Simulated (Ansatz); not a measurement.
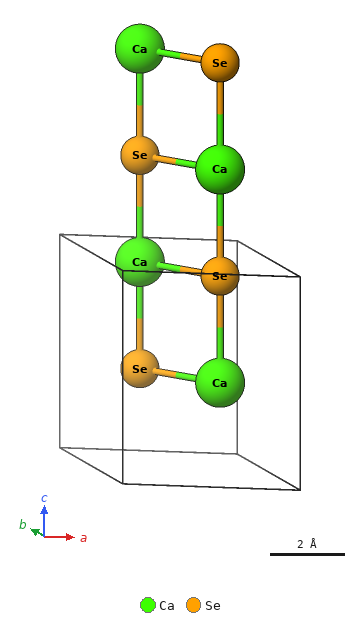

Figure 1. The structure (ball-and-stick view of the cell of the calculation, repeated 1 × 1 × 2, seen slightly off an axis). Near neighbours in the crystal (not all of them lie inside the picture): Ca has 5 Se at 2.82 to 2.96 Å; Se has 5 Ca at 2.82 to 2.96 Å.

Band-structure calculation of CaSe

- system: CaSe (P6₃/mmc, 4 atoms in the cell)
- method: DFT, r2SCAN, plane waves, PAW, no spin polarisation (Ansatz 0.2.0)

The structure was built on a prototype by a generator. The geometry comes from this level: r2SCAN (a point of a series of strains). It belongs to a series of runs on one base structure; here: epitaxial_xy strain -2.5%.

### Output
```
scf.n_extra_bands = 5 over 26 filled bands (N_el = 52.0): the run solves 31 bands
Engine: ansatz 0.2.0, x86_64-unknown-linux-gnu
Pseudopotentials: kind: paw
Pseudopotential: Ca, paw, valence charge 10, recommended cutoff 500 eV (meta_gga), Ca.paw.azcp
Pseudopotential: Se, paw, valence charge 16, recommended cutoff 500 eV (meta_gga), Se.paw.azcp
Functional definition: r2SCAN
  parameter k0 = 0.174
  parameter k1 = 0.065
  parameter a1 = 4.9479
  exchange = r2scan_x(k0 = k0, k1 = k1, a1 = a1)
  correlation = r2scan_c
Crystal: 4 atoms, lattice volume = 122.153 Å³
Basis set: ecut = 500 eV, 3063 PW (Γ), exchange–correlation on 144×144×180 points (64 copies of the dense FFT grid, shifted against one another)
Bands: 31, of which v1, the nominal top of the filled ones, is band 26 counted from 1 (25 counted from 0)
Symmetry: 24 space group operations
Space group: P63/mmc (ITA 194), of the structure as read, at distance tolerance 5.0e-5 Å
k-points: 21 of 144
Non-local potential: Ca, projectors of the file, l = 0: 3, l = 1: 2, l = 2: 2
Non-local potential: Se, projectors of the file, l = 0: 2, l = 1: 2, l = 2: 3, l = 3: 1
PAW form: soft (Blöchl's): semilocal exchange-correlation on the pseudo side does not see the compensation charge
PAW frozen core: Ca, regenerated for the run's functional (the file was generated under x = pbe(κ = 0.804, μ = 0.2195149727645171), c = pbe(β = 0.06672455060314922))
PAW frozen core: Se, regenerated for the run's functional (the file was generated under x = pbe(κ = 0.804, μ = 0.2195149727645171), c = pbe(β = 0.06672455060314922))
PAW one-centre angular grid: Ca, 302 points (default); XC on 160 Gauss nodes
PAW one-centre angular grid: Se, 590 points (default); XC on 160 Gauss nodes
Initial density: superposition of atomic densities (neutral atoms: chi_scale 0, normalization atom), corrected by the library's trained network
Initial wavefunctions: pseudopotential atomic-orbital guess
Functional: x = r2scan, c = r2scan; τ floored in thin density (d = 2e-4 eV/Å³)
SCF iter   1: F=—  HF=-14608.168941 eV  |F-HF|=—  |Δ(HF+E_count)|=         —  Δρ=5.10e-3  dr2=4.71e-2  dr2_τ=2.05e-2  ethr=1.77e-3  ⟨swp⟩=4.8  Hψ=2524  notcnv=0  defer=57
preconditioner: auto → Resta (q_TF=auto, 2.366 Å⁻¹)  ε∞=3.2  [insulator: Δε(μ)=2.911 eV  Ē_g=9.006 eV  n_scr=22 (ndim 8)  ℏωp=13.4 eV  f_vac=0.159  ε∞_Penn≈3.2]
SCF iter   2: F=—  HF=-14608.258065 eV  |F-HF|=—  |Δ(HF+E_count)|=   8.91e-2  Δρ=2.19e-3  dr2=8.05e-3  dr2_τ=3.61e-4  ethr=9.06e-5  ⟨swp⟩=3.0  Hψ=1453  notcnv=0  defer=61
SCF iter   3: F=—  HF=-14608.256875 eV  |F-HF|=—  |Δ(HF+E_count)|=   1.19e-3  Δρ=7.75e-4  dr2=1.05e-3  dr2_τ=4.61e-5  ethr=1.55e-5  ⟨swp⟩=3.0  Hψ=1046  notcnv=0  defer=61
SCF iter   4: F=—  HF=-14608.256901 eV  |F-HF|=—  |Δ(HF+E_count)|=   2.64e-5  Δρ=2.88e-4  dr2=1.33e-4  dr2_τ=7.67e-6  ethr=2.03e-6  ⟨swp⟩=3.5  Hψ=1229  notcnv=0  defer=61
SCF iter   5: F=—  HF=-14608.256924 eV  |F-HF|=—  |Δ(HF+E_count)|=   2.31e-5  Δρ=5.15e-5  dr2=8.00e-6  dr2_τ=1.91e-7  ethr=2.55e-7  ⟨swp⟩=3.0  Hψ=1211  notcnv=0  defer=61
SCF iter   6: F=—  HF=-14608.256928 eV  |F-HF|=—  |Δ(HF+E_count)|=   3.74e-6  Δρ=1.70e-5  dr2=3.87e-7  dr2_τ=1.71e-8  ethr=1.54e-8  ⟨swp⟩=2.7  Hψ=954  notcnv=0  defer=53
SCF iter   7: F=-14608.256928 eV  HF=-14608.256928 eV  |F-HF|=9.83e-9  |Δ(HF+E_count)|=   2.62e-7  Δρ=2.60e-6  dr2=1.12e-8  dr2_τ=5.78e-10  ethr=1.92e-10  ⟨swp⟩=15.5  Hψ=5296  notcnv=0
SCF 1 converged in 7 iterations: F = -14608.256928 eV  dr2 = 1.12e-8
  greatest PAW one-centre occupation: 1.000 electrons in one spin orbital (limit 2), on the Se atom at site 3 (counted from 0), in its partial waves of l = 2
```

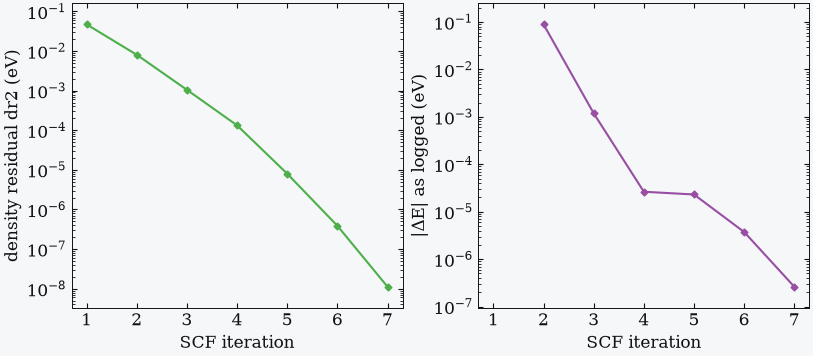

Figure 2. Convergence of the self-consistent field: density residual dr2 and size of the energy change against the SCF iteration. The residual falls at every step.

```
NSCF: frozen V_eff on 6 k-points
SCF converged after 7 iterations
Free energy (F): -14608.256928 eV
Harris-Foulkes:  -14608.256928 eV  (|F-HF|=9.83e-9)
Internal energy: -14608.256928 eV  (E = F + TS)
E sigma→0 (E₀):  -14608.256928 eV
Fermi energy:    5.086286 eV
--- Per-component energies (eV) ---
  E_band       = -1154.603240
  E_kinetic    = 798.525743
  E_local      = -7264.727080  (includes V_loc(G=0)·N_el)
  E_nonlocal   = -1066.749186
  E_hartree    = 3327.293456
  E_xc         = -473.803335
  E_vxc        = -604.143427  (∫ρ·V_xc dr)
  E_paw        = -5576.137897  (= ΣΔE_a)
  E_vpaw       = 294.076522  (= ΣTr[D̂ρ^β])
  E_aug_tail   = -0.000423  (compensation charges beyond the density's cutoff)
  E_vtau       = 33.825932  (kinetic-family band-sum trace: ∫τ·v_τ [+ j·A + Jᵃ·Aᵃ] dr)
  E_ewald      = -4348.687335
  E_core_change = -3.970871  (= ΣΔE_core)
  E_smearing   = -0.000000  (= −TS)
  E_closure    = 0.000000  (closes the sum)
  Σ components = -14608.256928   (vs F -14608.256928, Δ=0.00e0)
--- Forces (eV/Å), atoms counted from 1 ---
  atom   1  Ca     0.00000000    -0.00000000     0.00000000
  atom   2  Ca     0.00000000     0.00000000     0.00000000
  atom   3  Se     0.00000000    -0.00000000     0.00000000
  atom   4  Se     0.00000000     0.00000000     0.00000000
  max |Σ_I F_I| component: 1.27e-17 eV/Å
--- Stress (GPa, compression-positive) ---
        2.739886      -0.000000       0.000000
        0.000000       2.739886       0.000000
        0.000000       0.000000       0.006893
  P = ⅓ Tr σ = 1.8289 GPa (18.289 kbar)
--- Band table (eV; the first three rows and the last of 21) ---
  k-point 0: bands = ["-41.4287", "-41.4283", "-41.4255", "-41.4255", "-41.4254", "-41.4254", "-41.4221", "-41.4221", "-41.4218", "-41.4218", "-36.2503", "-36.2403", "-16.4312", "-16.4236", "-16.4236", "-16.3931", "-16.3931", "-16.3467", "-6.9727", "-6.4300", "2.7556", "3.4428", "3.4428", "3.8980", "3.8980", "5.0863", "8.2722", "9.2199", "9.2199", "9.9102", "10.7462"]
  k-point 1: bands = ["-41.4286", "-41.4283", "-41.4254", "-41.4254", "-41.4254", "-41.4254", "-41.4220", "-41.4220", "-41.4218", "-41.4218", "-36.2489", "-36.2418", "-16.4224", "-16.4191", "-16.4191", "-16.3975", "-16.3975", "-16.3627", "-6.8581", "-6.4685", "2.7452", "3.4773", "3.4773", "3.7907", "3.7907", "4.1805", "8.7096", "9.6562", "9.6562", "10.4069", "11.1506"]
  k-point 2: bands = ["-41.4285", "-41.4285", "-41.4254", "-41.4254", "-41.4254", "-41.4254", "-41.4219", "-41.4219", "-41.4219", "-41.4219", "-36.2454", "-36.2454", "-16.4082", "-16.4082", "-16.4082", "-16.4082", "-16.3961", "-16.3961", "-6.6249", "-6.6249", "3.1117", "3.1117", "3.5993", "3.5993", "3.5993", "3.5993", "9.4748", "9.4748", "10.6546", "10.6546", "10.6546"]
  k-point 20: bands = ["-41.4284", "-41.4284", "-41.4256", "-41.4256", "-41.4254", "-41.4254", "-41.4219", "-41.4219", "-41.4219", "-41.4219", "-36.2444", "-36.2444", "-16.4739", "-16.4739", "-16.4203", "-16.4203", "-16.3603", "-16.3603", "-6.4149", "-6.4149", "2.4045", "2.4045", "3.4467", "3.4467", "4.1745", "4.1745", "8.8748", "8.8748", "10.4001", "10.4001", "11.0247"]
```

### File bands.tsv
```
# k_distance	band_0	band_1	band_2	band_3	band_4	band_5	band_6	band_7	band_8	band_9	band_10	band_11	band_12	band_13	band_14	band_15	band_16	band_17	band_18	band_19	band_20	band_21	band_22	band_23	band_24	band_25	band_26	band_27	band_28	band_29	band_30
# fermi_ev = 5.086286
# lock_threshold_ev = 1e-6
# [0, 0, 0] at k_distance = 0.000000
# [0.5, 0, 0] at k_distance = 0.743291
# [0.3333333333, 0.3333333333, 0] at k_distance = 1.172430
# [0, 0, 0.5] at k_distance = 2.181433
# [0.5, 0, 0.5] at k_distance = 2.924724
# [0.3333333333, 0.3333333333, 0.5] at k_distance = 3.353863
# levels_relative_to = fermi_ev
# free_energy_ev = -14608.256928
# largest_residual_norms_ev = 5.127e-4 6.759e-4 5.303e-4 6.374e-4 6.353e-4 5.959e-4 5.975e-4 5.600e-4 4.860e-4 6.687e-4 4.079e-4 4.992e-4 2.749e-4 3.009e-4 3.068e-4 3.110e-4 3.252e-4 2.907e-4 5.347e-4 7.246e-4 1.292e-3 1.628e-3 1.722e-3 1.490e-3 1.535e-3 1.649e-3 6.476e-4 7.645e-4 8.066e-4 1.214e-3 1.902e-3
0.000000	-46.514983	-46.514599	-46.511736	-46.511736	-46.511717	-46.511717	-46.508346	-46.508346	-46.508082	-46.508082	-41.336584	-41.326544	-21.517519	-21.509922	-21.509922	-21.479382	-21.479382	-21.432986	-12.059001	-11.516258	-2.330636	-1.643495	-1.643495	-1.188260	-1.188260	0.000000	3.185945	4.133663	4.133663	4.823912	5.659890
0.743291	-46.514782	-46.514645	-46.511844	-46.511802	-46.511731	-46.511667	-46.508372	-46.508288	-46.508150	-46.508058	-41.332418	-41.329081	-21.538701	-21.520575	-21.518682	-21.487710	-21.480400	-21.459622	-11.707877	-11.525005	-2.396792	-1.704941	-1.661547	-1.564878	-1.088506	-0.580273	3.532709	3.718332	4.181415	5.032194	5.223141
1.172430	-46.514703	-46.514703	-46.511831	-46.511831	-46.511744	-46.511657	-46.508386	-46.508218	-46.508218	-46.508047	-41.330658	-41.330658	-21.529369	-21.527521	-21.527521	-21.483921	-21.473468	-21.473468	-11.595193	-11.595193	-2.182987	-1.744797	-1.744797	-1.399176	-1.399176	-0.654783	2.796740	3.272941	4.902812	5.512793	5.512793
2.181433	-46.514744	-46.514744	-46.511729	-46.511729	-46.511729	-46.511729	-46.508212	-46.508212	-46.508212	-46.508212	-41.331684	-41.331684	-21.494533	-21.494533	-21.494533	-21.494533	-21.482419	-21.482419	-11.711221	-11.711221	-1.974570	-1.974570	-1.486938	-1.486938	-1.486938	-1.486938	4.388534	4.388534	5.568278	5.568278	5.568278
2.924724	-46.514659	-46.514659	-46.511831	-46.511831	-46.511700	-46.511700	-46.508218	-46.508218	-46.508214	-46.508214	-41.330836	-41.330836	-21.558532	-21.558532	-21.500391	-21.500391	-21.449787	-21.449787	-11.524433	-11.524433	-2.763208	-2.763208	-1.270078	-1.270078	-1.130282	-1.130282	4.009211	4.009211	5.209530	5.209530	5.841015
3.353863	-46.514648	-46.514648	-46.511840	-46.511840	-46.511701	-46.511701	-46.508217	-46.508217	-46.508216	-46.508216	-41.330731	-41.330731	-21.560181	-21.560181	-21.506557	-21.506557	-21.446634	-21.446634	-11.501181	-11.501181	-2.681738	-2.681738	-1.639607	-1.639607	-0.911737	-0.911737	3.788499	3.788499	5.313794	5.313794	5.938381
```

### File rho_z.tsv
```
# z_ang	rho[e/angstrom^3]
# format = ansatz-planar-average/11
# lattice	4.880456755	0.000000000	0.000000000
# lattice	-2.440228377	4.226599532	0.000000000
# lattice	0.000000000	0.000000000	5.921782107
# sites	4
# site	20	0.000000000	2.817733021	-0.370111382
# site	20	2.440228377	1.408866511	2.590779672
# site	34	0.000000000	2.817733021	2.590779672
# site	34	2.440228377	1.408866511	5.551670726
0.000000	6.906546e-1
0.131595	4.526837e-1
0.263190	2.958759e-1
0.394785	1.989791e-1
0.526381	1.402152e-1
0.657976	1.033029e-1
0.789571	8.050684e-2
0.921166	6.752446e-2
1.052761	6.178122e-2
1.184356	6.214867e-2
1.315952	6.872014e-2
1.447547	8.274109e-2
1.579142	1.070458e-1
1.710737	1.461187e-1
1.842332	2.085903e-1
1.973927	3.117193e-1
2.105523	4.776748e-1
2.237118	7.263351e-1
2.368713	1.038000e0
2.500308	1.298879e0
2.631903	1.348655e0
2.763498	1.150929e0
2.895093	8.395913e-1
3.026689	5.607578e-1
3.158284	3.653090e-1
3.289879	2.413739e-1
3.421474	1.660479e-1
3.553069	1.196747e-1
3.684664	9.042992e-2
3.816260	7.300542e-2
3.947855	6.383383e-2
4.079450	6.123556e-2
4.211045	6.459727e-2
4.342640	7.467891e-2
4.474235	9.335017e-2
4.605831	1.243857e-1
4.737426	1.735301e-1
4.869021	2.537575e-1
5.000616	3.853518e-1
5.132211	5.912082e-1
5.263806	8.789003e-1
5.395401	1.185516e0
5.526997	1.357218e0
5.658592	1.274982e0
5.790187	9.984931e-1
```

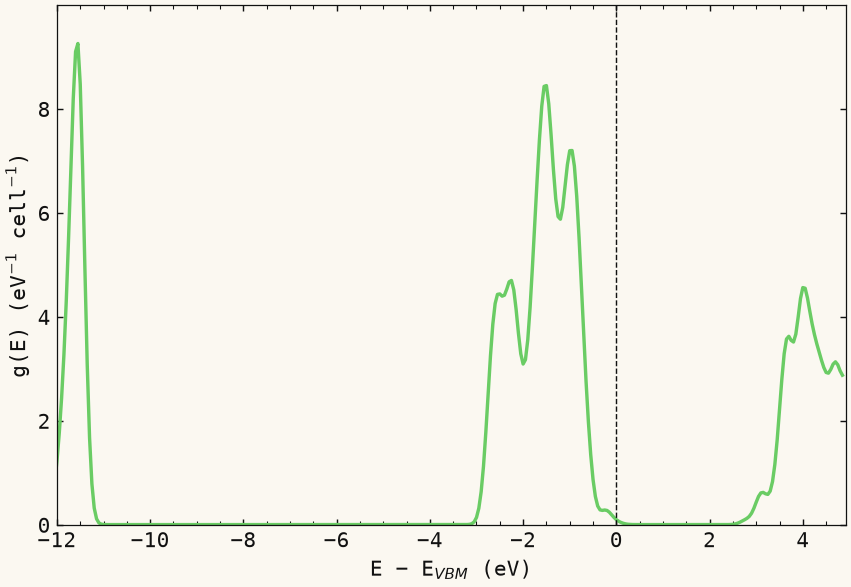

Figure 3. Density of states (the curve is built from the levels of the k mesh with Gaussians 0.3 eV wide, which also blur the band edges), with energies from the valence-band top. There is a gap of 2.80 eV on the k-point mesh. Small ripples come from the finite k-point mesh.

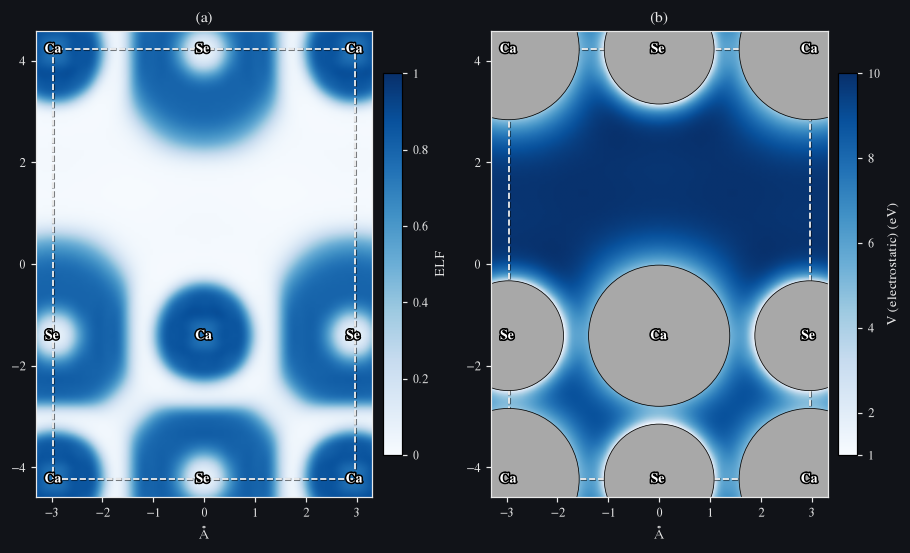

Figure 4. (a) ELF; (b) electrostatic potential energy of an electron on the (110) plane of the conventional cell. Grey discs, where drawn, cover atomic cores. The plane passes through Ca and Se nuclei. Ca–Se (2.82 Å): the ELF is about 0.40 at the midpoint, which marks a largely ionic contact. The strong features right at Ca lie inside the PAW spheres (semicore, d or f shells) and say nothing about bonding. Outside the cores the potential energy rises away from the atoms and is highest about 2.0 Å from the nearest atoms; outside the discs it spans about 9 eV, and its zero is arbitrary. In a PAW calculation such maps are meaningful between the atoms, not at the nuclei.

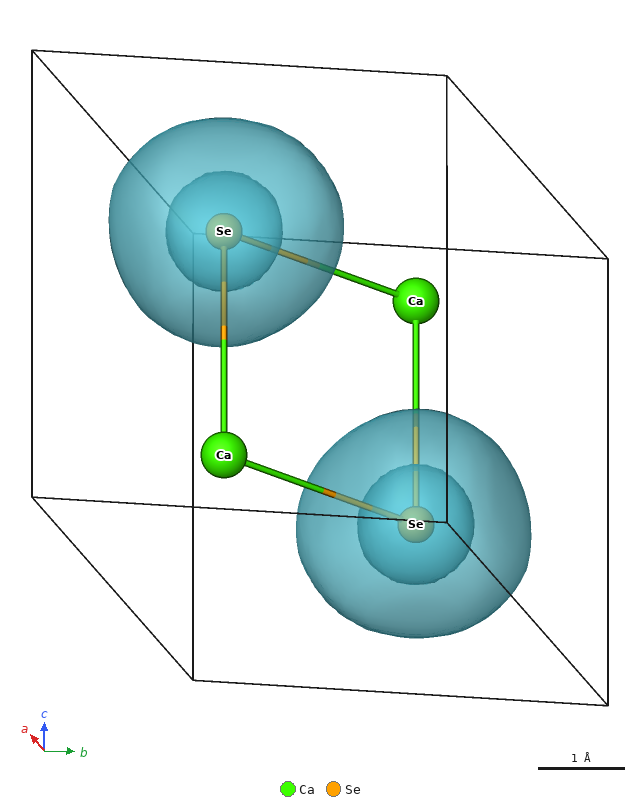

Figure 5. Isosurface of the electron localisation function at 0.75 (cyan), seen at an oblique angle. Only the valence region is drawn (cores and ρ < 0.01 e/Å³ removed). Sticks mark near contacts. The outline is the cell set on symmetry axes. Profiles from the grid: Ca–Se (2.82 Å): the ELF is about 0.40 at the midpoint, which marks two separate closed shells.

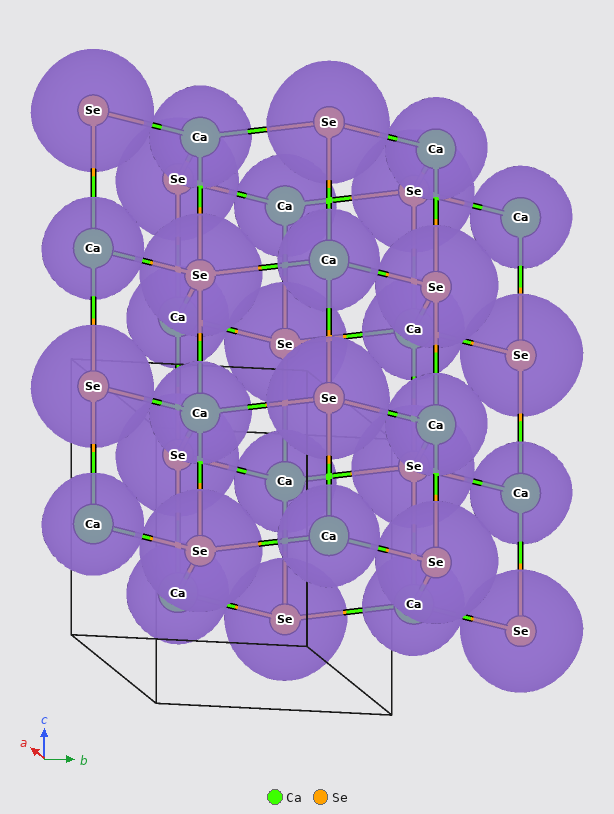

Figure 6. Isosurface of the valence pseudo-density at 0.3 e/Å³ (purple), seen at an oblique angle. Sticks mark near contacts. The outline is the cell set on symmetry axes. At this value the density breaks into separate islands; it holds about 85 % of the electrons treated as valence (semicore included). It is pinched off along the Ca–Se (2.82 Å) and Ca–Se (2.96 Å) contacts. On the grid the lowest density along these lines, outside the cores, is 0.21 e/Å³ (Ca–Se, 2.82 Å) and 0.15 e/Å³ (Ca–Se, 2.96 Å).

The run was set up as follows.

### The input
```yaml
crystal:
  lattice:
    - [4.8804567548, 0.0, 0.0]
    - [-2.4402283774, 4.2265995317, 0.0]
    - [0.0, 0.0, 5.9217821073]
  atoms:
    - { symbol: Ca, position: [0.3333333333, 0.6666666667, -0.0625] }
    - { symbol: Ca, position: [0.6666666667, 0.3333333333, 0.4375] }
    - { symbol: Se, position: [0.3333333333, 0.6666666667, 0.4375] }
    - { symbol: Se, position: [0.6666666667, 0.3333333333, 0.9375] }
kpoints:
  mp_grid: { grid: [6, 6, 4] }
  band_path:
    path:
      - [0.0, 0.0, 0.0]
      - [0.5, 0.0, 0.0]
      - [0.3333333333, 0.3333333333, 0.0]
      - [0.0, 0.0, 0.5]
      - [0.5, 0.0, 0.5]
      - [0.3333333333, 0.3333333333, 0.5]
    npoints: 1
hamiltonian:
  xc: r2scan
scf:
  occupations: { method: fixed }
  n_extra_bands: 5
output:
  forces: true
  stress: true
  eigenvalues: true
  write_density: true
  write_potential: true
  elf: true
  volumetric_format: npy
```

Launched with:
```bash
ansatz run input.yaml --threads 2 --pin off --max-ram 2211MiB --backend cpu --events-out ev --progress --plain --runs-dir out
```

### Summary

- outcome: converged
- space group (tolerance 0.01 Å): P6₃/mmc (194)
- electrons treated: 52
- free energy: −14608.2569 eV
- Fermi energy: 5.086 eV
- gap on the k-point mesh: 2.80 eV
- pressure: 1.83 GPa
- largest force (length of the vector): under 0.001 eV/Å
- hardware: 2 threads of an x86-64 CPU, shared host
- wall time: 16 s (CPU time 30 s)
- peak memory: 0.67 GiB
